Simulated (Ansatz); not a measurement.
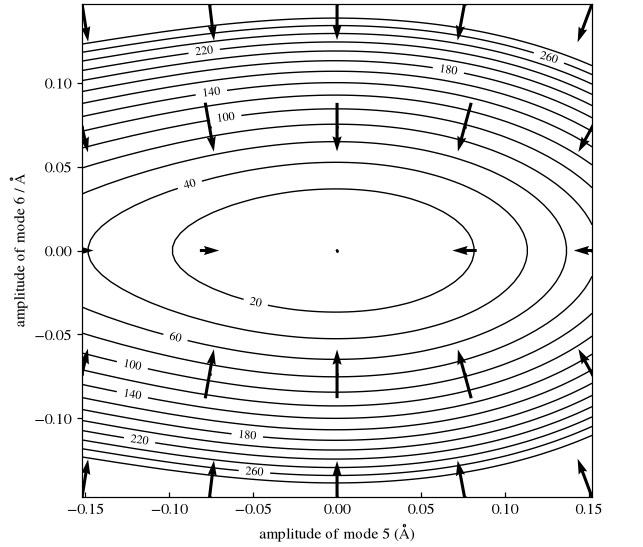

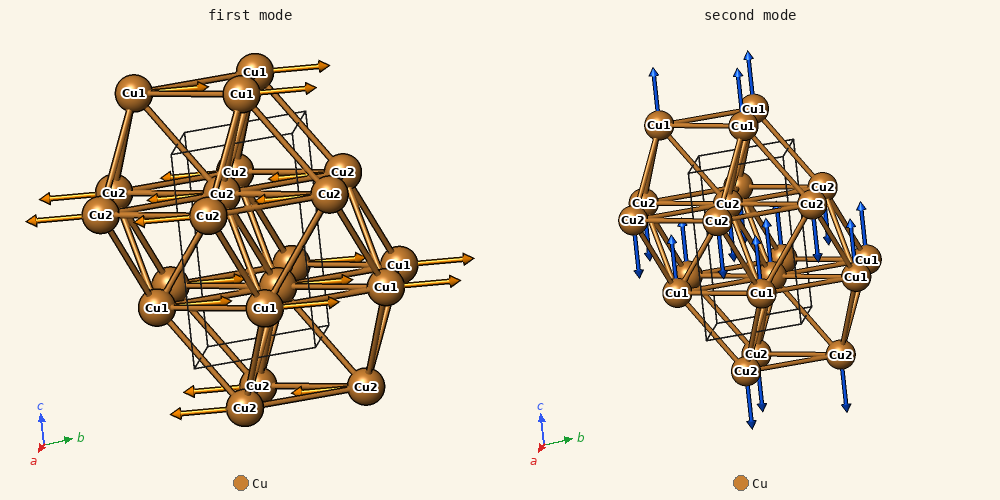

Energy landscape of Cu (P6_3/mmc, No. 194; 2 atoms in the cell). The energy is mapped over two normal modes frozen in (zone-centre modes of the 2-atom cell of this scan). Coordinates scanned: (1) amplitude of mode 5 (105 cm⁻¹), largest displacement; (2) amplitude of mode 6 (244 cm⁻¹), largest displacement. Nothing is relaxed (the cell and all other modes fixed). The grid has 5 × 5 points; 15 points were computed and 10 follow by symmetry. Points are written as (first, second). All energies are given in meV per cell relative to the lowest grid point. Computed with DFT PBE, scalar-relativistic, plane waves, PAW in Ansatz 0.2.0. Settings: cutoff 520 eV, k-mesh 21×21×10 in the order of the run's cell vectors, gaussian smearing 0.15 eV, no spin polarisation.

Drawn: contour lines labelled in meV (none above 280), dots at the grid points, arrows along the force (downhill), their lengths compressed. Between grid points the surface is interpolated. The second picture is the structure at the lowest point

> Where are the wells?

The lowest grid point is at (0.000 Å, 0.000 Å). No other kind of well shows on this grid. The highest grid point, (0.152 Å, −0.147 Å), lies 458 meV above the lowest.

Each point was launched as `ansatz run input.yaml --threads 1 --pin off --max-ram 2048MiB --backend cpu --events-out ev --progress --plain --runs-dir out`. Time for the 15 points that were run: 18 min on 1 thread of Arm Neoverse N1, on a shared host.

PAW datasets: the set soft_1.
